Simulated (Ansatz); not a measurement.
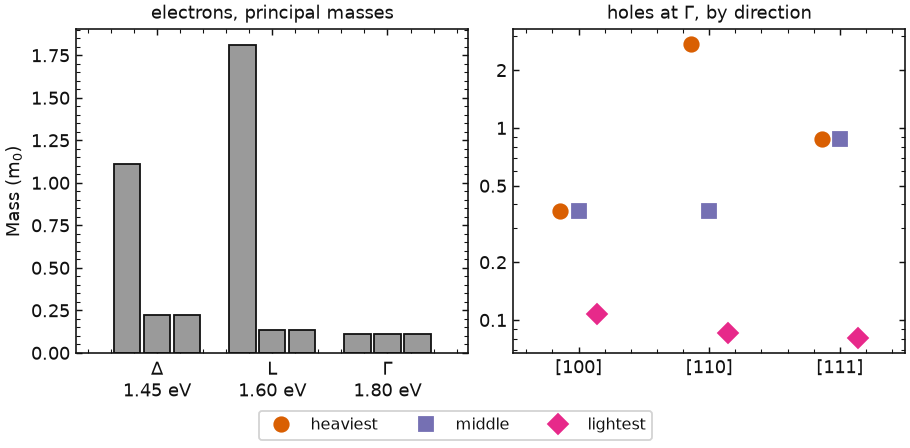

Effective masses at the band extrema of zincblende GaP, space group F-43m (No. 216), 2 atoms in the primitive cell, in a cell relaxed beforehand (cubic a = 5.439 Å), in units of the free-electron mass, from finite differences of the levels. Left, the three principal masses of each conduction valley, with its energy above the valence top; right, the masses of the bands that meet at the valence top. Δ is the valley on the line from Γ to X.

Level of theory: PBEsol, Ansatz PAW set, no spin polarisation, no spin-orbit coupling, 8×8×8 k mesh, 420 eV cutoff, fixed occupations; code Ansatz 0.2.0.

**What are the masses of the lowest valley?**

It lies at Δ, 1.45 eV above the valence top, with one mass of 1.11 and two of 0.224. Its 6 equivalent valleys give a density-of-states mass N^(2/3) (m1 m2 m3)^(1/3) = 1.26, and averaged over them a conductivity mass 3/(1/m1 + 1/m2 + 1/m3) = 0.306.

**How do the hole masses depend on direction?**

Along [100] 0.369, 0.369 and 0.107; along [110] 2.73, 0.369 and 0.0858; along [111] 0.872, 0.872 and 0.0805.

| valley | energy (eV) | valleys | m1 | m2 | m3 |
| --- | --- | --- | --- | --- | --- |
| Δ | 1.45 | 6 | 1.11 | 0.224 | 0.224 |
| L | 1.60 | 4 | 1.81 | 0.132 | 0.132 |
| Γ | 1.80 | 1 | 0.111 | 0.111 | 0.111 |

The PAW data sets were made with another functional. Measured GaP has its conduction bottom near X; the order of its valleys hangs on the functional and the volume. LDA, GGA and most meta-GGA functionals understate gaps. Without spin-orbit coupling the bands that meet at the top aren't the heavy and light holes of experiment. An understated gap makes light masses too light.
